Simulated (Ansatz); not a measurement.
# Run report: NiSi, geometry relaxation (part 2 of 2)

Continued. System: NiSi (P2₁3, 8 atoms in the cell). Method: DFT r2SCAN, scalar-relativistic, plane waves, PAW, no spin polarisation (Ansatz 0.2.0); cutoff 500 eV, 4×4×4 k-mesh, Gaussian smearing of 0.1 eV. The structure derives from an entry of the Crystallography Open Database.

Geometry of the input (Å; fractional positions):
```
4.4968  0.0000  0.0000
0.0000  4.4968  0.0000
0.0000  0.0000  4.4968
Si 0.8601  0.8601  0.8601
Si 0.6399  0.1399  0.3601
Si 0.3601  0.6399  0.1399
Si 0.1399  0.3601  0.6399
Ni 0.1470  0.1470  0.1470
Ni 0.3530  0.8530  0.6470
Ni 0.6470  0.3530  0.8530
Ni 0.8530  0.6470  0.3530
```

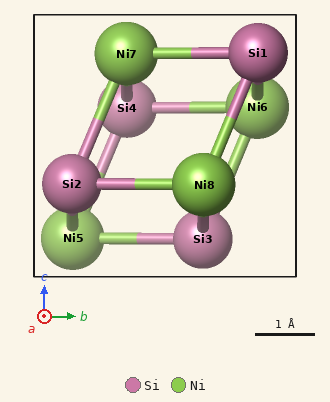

Figure 1. The geometry at step 2 of the log (ball-and-stick view of the cell of the calculation, along the a axis; atoms are numbered from 1 in the order of the input).

Output, continued
```
SCF iter   1: F=—  HF=-25940.325755 eV  |F-HF|=—  |Δ(HF+E_count)|=         —  Δρ=1.31e-3  dr2=1.69e-3  dr2_τ=8.87e-3  ethr=2.13e-6  ⟨swp⟩=2.0  Hψ=2494  notcnv=0
preconditioner: auto → Kerker (q_TF=auto, 2.723 Å⁻¹)  [metal: Δε(μ)=0.049 eV  Ē_g=7.679 eV  σ=0.100 eV  W_gap=0.27  n_scr=26 (ndim 8)  ℏωp=29.5 eV  f_vac=0.001  D(μ)=4.13/eV (n_scr^D=32)]
SCF iter   2: F=—  HF=-25940.331500 eV  |F-HF|=—  |Δ(HF+E_count)|=   5.74e-3  Δρ=7.59e-4  dr2=3.69e-4  dr2_τ=1.03e-5  ethr=1.92e-6  ⟨swp⟩=2.0  Hψ=1069  notcnv=0
SCF iter   3: F=—  HF=-25940.331491 eV  |F-HF|=—  |Δ(HF+E_count)|=   8.84e-6  Δρ=7.94e-4  dr2=3.42e-4  dr2_τ=2.60e-6  ethr=4.19e-7  ⟨swp⟩=2.8  Hψ=1055  notcnv=0
SCF iter   4: F=—  HF=-25940.331437 eV  |F-HF|=—  |Δ(HF+E_count)|=   5.38e-5  Δρ=1.91e-4  dr2=3.47e-5  dr2_τ=1.12e-6  ethr=3.89e-7  ⟨swp⟩=2.0  Hψ=791  notcnv=0
SCF iter   5: F=—  HF=-25940.331433 eV  |F-HF|=—  |Δ(HF+E_count)|=   4.33e-6  Δρ=1.25e-4  dr2=6.53e-6  dr2_τ=3.16e-8  ethr=3.94e-8  ⟨swp⟩=2.7  Hψ=1044  notcnv=0
SCF iter   6: F=-25940.331432 eV  HF=-25940.331432 eV  |F-HF|=7.03e-8  |Δ(HF+E_count)|=   9.08e-7  Δρ=2.05e-5  dr2=2.24e-7  dr2_τ=1.08e-8  ethr=9.09e-10  ⟨swp⟩=4.5  Hψ=2734  notcnv=0
SCF 4 converged in 6 iterations: F = -25940.331432 eV  dr2 = 2.24e-7
relax step   4: F+E_penalty+E_count = -25940.33143155 eV  Δ(F+E_penalty+E_count) = -1.224e-3 eV  max|allowed force component| = 7.147e-3 eV/Å  Δτ_max = 0.0064 Å  P = -0.121 GPa  Ω = 89.004 Å³  energy of the carried Pulay correction = +1.237e-3 eV  (6 SCF iters, dr2 threshold 8.00e-7 eV, accepted)
Initial wavefunctions: pseudopotential atomic-orbital guess (no wavefunctions were taken with the density)
iter 1 solved again at ethr=3.91e-7 eV; its pass at ethr=3.10e-3 eV (dr2=3.44e-4 eV) is discarded
SCF iter   1: F=—  HF=-25940.330183 eV  |F-HF|=—  |Δ(HF+E_count)|=         —  Δρ=5.56e-5  dr2=5.39e-7  dr2_τ=9.82e-7  ethr=3.91e-7  ⟨swp⟩=3.2  Hψ=3935  notcnv=0
preconditioner: auto → Kerker (q_TF=auto, 2.723 Å⁻¹)  [metal: Δε(μ)=0.051 eV  Ē_g=7.680 eV  σ=0.100 eV  W_gap=0.28  n_scr=26 (ndim 8)  ℏωp=29.5 eV  f_vac=0.001  D(μ)=4.12/eV (n_scr^D=32)]
SCF iter   2: F=—  HF=-25940.330201 eV  |F-HF|=—  |Δ(HF+E_count)|=   1.83e-5  Δρ=1.32e-4  dr2=9.49e-6  dr2_τ=1.23e-7  ethr=6.12e-10  ⟨swp⟩=3.0  Hψ=1407  notcnv=0
SCF iter   3: F=—  HF=-25940.330201 eV  |F-HF|=—  |Δ(HF+E_count)|=   5.71e-8  Δρ=6.85e-5  dr2=2.19e-6  dr2_τ=9.10e-8  ethr=6.12e-10  ⟨swp⟩=3.1  Hψ=1161  notcnv=0
SCF iter   4: F=—  HF=-25940.330201 eV  |F-HF|=—  |Δ(HF+E_count)|=   7.10e-7  Δρ=9.78e-6  dr2=2.64e-8  dr2_τ=1.06e-9  ethr=6.12e-10  ⟨swp⟩=2.0  Hψ=1069  notcnv=0
SCF iter   5: F=—  HF=-25940.330201 eV  |F-HF|=—  |Δ(HF+E_count)|=   8.17e-8  Δρ=4.48e-6  dr2=1.15e-8  dr2_τ=3.18e-10  ethr=3.00e-11  ⟨swp⟩=2.0  Hψ=1071  notcnv=0
SCF iter   6: F=-25940.330201 eV  HF=-25940.330201 eV  |F-HF|=3.20e-10  |Δ(HF+E_count)|=   1.71e-9  Δρ=1.13e-6  dr2=6.93e-10  dr2_τ=1.89e-11  ethr=9.09e-12  ⟨swp⟩=5.3  Hψ=2285  notcnv=0
SCF 5 converged in 6 iterations: F = -25940.330201 eV  dr2 = 6.93e-10
  greatest PAW one-centre occupation: 1.001 electrons in one spin orbital (limit 2), on the Ni atom at site 5 (counted from 0), in its partial waves of l = 1
relax step   5: F+E_penalty+E_count = -25940.33020065 eV  Δ(F+E_penalty+E_count) = +1.231e-3 eV  max|allowed force component| = 7.140e-3 eV/Å  Δτ_max = 0.0000 Å  P = -0.136 GPa  Ω = 89.004 Å³  stress off target by 1.36e-1 GPa  SCF on the basis re-selected at this cell (its energy is not comparable with the rows above)  (6 SCF iters)
basis re-selected at this cell: Δ(F+E_penalty+E_count) = +1.231e-3 eV, ΔP = -0.015 GPa vs the last step (what re-selecting the basis moved, of the pressure what is left beyond the Pulay correction that the steps carried, after the strain that the cell walked since its last selection, with what the two solves' SCF thresholds leave and, on support functions, any second-order correction that the steps lacked; it is no measure of the basis error at this ecutwfc). This SCF's stress stands 1.36e-1 GPa from its target on what of the cell is left free (relax.cell.stress_tol is 5.00e-1 GPa) and its largest allowed force component is 7.14e-3 eV/Å (relax.f_tol is 5.00e-2 eV/Å): within both
SCF converged after 6 iterations
Free energy (F): -25940.330201 eV
Harris-Foulkes:  -25940.330201 eV  (|F-HF|=3.20e-10)
Internal energy: -25940.309613 eV  (E = F + TS)
E sigma→0 (E₀):  -25940.319907 eV
Entropy (-TS):   -0.020587 eV (-2.573 meV/atom)
Fermi energy:    17.031821 eV
--- Per-component energies (eV) ---
  E_band       = -1248.310922
  E_kinetic    = 1318.742342
  E_local      = -17214.786689  (includes V_loc(G=0)·N_el)
  E_nonlocal   = 2663.515921
  E_hartree    = 7447.840585
  E_xc         = -531.502411
  E_vxc        = -684.983979  (∫ρ·V_xc dr)
  E_paw        = -8664.408352  (= ΣΔE_a)
  E_vpaw       = -2271.253101  (= ΣTr[D̂ρ^β])
  E_aug_tail   = 0.000967  (compensation charges beyond the density's cutoff)
  E_vtau       = 44.769375  (kinetic-family band-sum trace: ∫τ·v_τ [+ j·A + Jᵃ·Aᵃ] dr)
  E_ewald      = -10958.205970
  E_core_change = -1.506006  (= ΣΔE_core)
  E_smearing   = -0.020587  (= −TS)
  E_closure    = -0.000000  (closes the sum)
  Σ components = -25940.330201   (vs F -25940.330201, Δ=0.00e0)
--- Forces (eV/Å), atoms counted from 1 ---
  atom   1  Si     0.00713956     0.00713956     0.00713956
  atom   2  Si    -0.00713956    -0.00713956     0.00713956
  atom   3  Si     0.00713956    -0.00713956    -0.00713956
  atom   4  Si    -0.00713956     0.00713956    -0.00713956
  atom   5  Ni     0.00482116     0.00482116     0.00482116
  atom   6  Ni    -0.00482116    -0.00482116     0.00482116
  atom   7  Ni     0.00482116    -0.00482116    -0.00482116
  atom   8  Ni    -0.00482116     0.00482116    -0.00482116
  max |Σ_I F_I| component: 6.51e-17 eV/Å
--- Stress (GPa, compression-positive) ---
       -0.135926      -0.000000       0.000000
       -0.000000      -0.135926      -0.000000
        0.000000      -0.000000      -0.135926
  P = ⅓ Tr σ = -0.1359 GPa (-1.359 kbar)
--- Band table (eV; the first three rows and the last of 11) ---
  k-point 0: bands = ["-91.0166", "-91.0108", "-91.0108", "-91.0108", "-50.0542", "-50.0542", "-50.0542", "-50.0313", "-49.9198", "-49.9198", "-49.9198", "-49.8986", "-49.8986", "-49.8902", "-49.8902", "-49.8902", "1.6892", "7.5196", "7.5196", "7.5196", "10.1164", "10.1164", "10.1164", "11.9261", "11.9261", "11.9261", "12.5544", "12.5544", "12.5679", "12.9050", "12.9050", "12.9050", "13.2943", "13.2943", "13.2943", "14.4340", "14.4340", "14.4340", "14.5318", "14.5318", "15.2050", "15.2050", "15.2050", "18.1272", "18.1272", "18.1272", "18.3614", "18.3614", "19.0446", "19.0446", "19.0446", "20.6485", "21.7658"]
  k-point 1: bands = ["-91.0160", "-91.0123", "-91.0105", "-91.0101", "-50.0573", "-50.0552", "-50.0479", "-50.0338", "-49.9256", "-49.9227", "-49.9106", "-49.8979", "-49.8956", "-49.8928", "-49.8926", "-49.8893", "2.1678", "5.5995", "7.8406", "8.5782", "9.5612", "10.3313", "10.7153", "11.2807", "11.4236", "12.1441", "12.6272", "12.6410", "12.8684", "12.9120", "12.9403", "12.9917", "13.2056", "13.2790", "13.5919", "14.0761", "14.2692", "14.4380", "14.5681", "14.6397", "14.9755", "15.0342", "16.0624", "17.0205", "17.0719", "17.2169", "17.8235", "19.1702", "19.6047", "19.6459", "20.4266", "21.2141", "21.6514"]
  k-point 2: bands = ["-91.0143", "-91.0143", "-91.0101", "-91.0101", "-50.0570", "-50.0570", "-50.0402", "-50.0402", "-49.9263", "-49.9263", "-49.9010", "-49.9010", "-49.8951", "-49.8951", "-49.8912", "-49.8912", "3.5492", "3.5492", "8.6493", "8.6493", "9.9353", "9.9353", "10.5766", "10.5766", "12.0146", "12.0146", "12.5278", "12.5278", "12.7846", "12.7846", "12.9928", "12.9928", "13.4296", "13.4296", "13.7018", "13.7018", "14.3051", "14.3051", "14.6504", "14.6504", "14.7904", "14.7904", "16.2486", "16.2486", "16.7889", "16.7889", "19.9066", "19.9066", "20.0845", "20.0845", "20.6593", "20.6593", "21.6784"]
  k-point 10: bands = ["-91.0122", "-91.0122", "-91.0122", "-91.0122", "-50.0490", "-50.0490", "-50.0490", "-50.0490", "-49.9176", "-49.9176", "-49.9176", "-49.9176", "-49.8889", "-49.8889", "-49.8889", "-49.8889", "6.1610", "6.1610", "6.1610", "6.1610", "8.6082", "8.6082", "8.6082", "8.6082", "12.5639", "12.5639", "12.5639", "12.5639", "12.8310", "12.8310", "12.8310", "12.8310", "14.0822", "14.0822", "14.0822", "14.0822", "14.1143", "14.1143", "14.1143", "14.1143", "15.0018", "15.0018", "15.0018", "15.0018", "21.6145", "21.6145", "21.6145", "21.6145", "21.7791", "21.7791", "21.7791", "21.7791", "23.7903"]
--- Relaxed structure (4 steps of the walk, 4 accepted, 1 SCFs on fresh bases) ---
  F+E_penalty+E_count = -25940.33020065 eV   max|allowed force component| = 7.140e-3 eV/Å   (the final SCF, on the basis selected at the relaxed cell)
  cell:  # Å, volume = 89.0037 Å³
    - [4.464807599897249, 2.8246972517679458e-33, 1.0271626370065257e-33]
    - [2.8246972517679458e-33, 4.464807599897249, 2.5679065925163142e-33]
    - [1.7975346147614202e-33, 2.5679065925163142e-33, 4.464807599897249]
  atoms:
    - { symbol: Si, position: [0.8467112659084167, 0.8467112659084167, 0.8467112659084167] }
    - { symbol: Si, position: [0.6532887340915833, 0.15328873409158322, 0.3467112659084167] }
    - { symbol: Si, position: [0.3467112659084167, 0.6532887340915833, 0.15328873409158322] }
    - { symbol: Si, position: [0.15328873409158322, 0.3467112659084167, 0.6532887340915834] }
    - { symbol: Ni, position: [0.14873419584199218, 0.14873419584199218, 0.14873419584199218] }
    - { symbol: Ni, position: [0.3512658041580078, 0.8512658041580078, 0.6487341958419922] }
    - { symbol: Ni, position: [0.6487341958419922, 0.3512658041580078, 0.8512658041580078] }
    - { symbol: Ni, position: [0.8512658041580078, 0.6487341958419922, 0.3512658041580078] }
```

Trajectory as extended XYZ (Å, eV, eV/Å), 5 frames, from step=1 to step=5
```
8
Lattice="4.4968 0.0000 0.0000 0.0000 4.4968 0.0000 0.0000 0.0000 4.4968" Properties=species:S:1:pos:R:3:forces:R:3 step=1 energy=-25940.05624 pressure_GPa=-3.09
Si    3.8677    3.8677    3.8677   -0.6804  -0.6804  -0.6804
Si    2.8775    0.6291    1.6193    0.6804   0.6804  -0.6804
Si    1.6193    2.8775    0.6291   -0.6804   0.6804   0.6804
Si    0.6291    1.6193    2.8775    0.6804  -0.6804   0.6804
Ni    0.6610    0.6610    0.6610    0.1908   0.1908   0.1908
Ni    1.5874    3.8358    2.9094   -0.1908  -0.1908   0.1908
Ni    2.9094    1.5874    3.8358    0.1908  -0.1908  -0.1908
Ni    3.8358    2.9094    1.5874   -0.1908   0.1908  -0.1908
8
Lattice="4.4763 0.0000 0.0000 0.0000 4.4763 0.0000 0.0000 0.0000 4.4763" Properties=species:S:1:pos:R:3:forces:R:3 step=2 energy=-25940.21981 pressure_GPa=-1.23
Si    3.8294    3.8294    3.8294   -0.4535  -0.4535  -0.4535
Si    2.8850    0.6469    1.5913    0.4535   0.4535  -0.4535
Si    1.5913    2.8850    0.6469   -0.4535   0.4535   0.4535
Si    0.6469    1.5913    2.8850    0.4535  -0.4535   0.4535
Ni    0.6608    0.6608    0.6608    0.1071   0.1071   0.1071
Ni    1.5774    3.8155    2.8989   -0.1071  -0.1071   0.1071
Ni    2.8989    1.5774    3.8155    0.1071  -0.1071  -0.1071
Ni    3.8155    2.8989    1.5774   -0.1071   0.1071  -0.1071
8
Lattice="4.4594 0.0000 0.0000 0.0000 4.4594 0.0000 0.0000 0.0000 4.4594" Properties=species:S:1:pos:R:3:forces:R:3 step=3 energy=-25940.33021 pressure_GPa=0.67
Si    3.7746    3.7746    3.7746    0.0199   0.0199   0.0199
Si    2.9146    0.6848    1.5449   -0.0199  -0.0199   0.0199
Si    1.5449    2.9146    0.6848    0.0199  -0.0199  -0.0199
Si    0.6848    1.5449    2.9146   -0.0199   0.0199  -0.0199
Ni    0.6596    0.6596    0.6596    0.0263   0.0263   0.0263
Ni    1.5701    3.7998    2.8893   -0.0263  -0.0263   0.0263
Ni    2.8893    1.5701    3.7998    0.0263  -0.0263  -0.0263
Ni    3.7998    2.8893    1.5701   -0.0263   0.0263  -0.0263
8
Lattice="4.4648 0.0000 0.0000 0.0000 4.4648 0.0000 0.0000 0.0000 4.4648" Properties=species:S:1:pos:R:3:forces:R:3 step=4 energy=-25940.33143 pressure_GPa=-0.12
Si    3.7804    3.7804    3.7804    0.0071   0.0071   0.0071
Si    2.9168    0.6844    1.5480   -0.0071  -0.0071   0.0071
Si    1.5480    2.9168    0.6844    0.0071  -0.0071  -0.0071
Si    0.6844    1.5480    2.9168   -0.0071   0.0071  -0.0071
Ni    0.6641    0.6641    0.6641    0.0050   0.0050   0.0050
Ni    1.5683    3.8007    2.8965   -0.0050  -0.0050   0.0050
Ni    2.8965    1.5683    3.8007    0.0050  -0.0050  -0.0050
Ni    3.8007    2.8965    1.5683   -0.0050   0.0050  -0.0050
8
Lattice="4.4648 0.0000 0.0000 0.0000 4.4648 0.0000 0.0000 0.0000 4.4648" Properties=species:S:1:pos:R:3:forces:R:3 step=5 energy=-25940.33020 pressure_GPa=-0.14
Si    3.7804    3.7804    3.7804    0.0071   0.0071   0.0071
Si    2.9168    0.6844    1.5480   -0.0071  -0.0071   0.0071
Si    1.5480    2.9168    0.6844    0.0071  -0.0071  -0.0071
Si    0.6844    1.5480    2.9168   -0.0071   0.0071  -0.0071
Ni    0.6641    0.6641    0.6641    0.0048   0.0048   0.0048
Ni    1.5683    3.8007    2.8965   -0.0048  -0.0048   0.0048
Ni    2.8965    1.5683    3.8007    0.0048  -0.0048  -0.0048
Ni    3.8007    2.8965    1.5683   -0.0048   0.0048  -0.0048
```

Key numbers

- outcome: converged
- space group (tolerance 0.01 Å): P2₁3 (198)
- electrons treated: 88
- free energy: −25940.3302 eV
- Fermi energy: 17.032 eV
- gap on the k-point mesh: none (metallic)
- pressure: −0.14 GPa
- final volume: 89.00 Å³
- largest force (length of the vector) at the end: 0.012 eV/Å
- final cell: a = 4.465 Å, b = 4.465 Å, c = 4.465 Å, α = 90.00°, β = 90.00°, γ = 90.00°
- hardware: 2 threads of Intel Xeon (Sapphire Rapids), 32 GiB of memory available, shared host
- wall time: 30 s (CPU time 58 s)
- peak memory: 0.62 GiB

The run has no spin polarisation, so a magnetic state may lie lower.
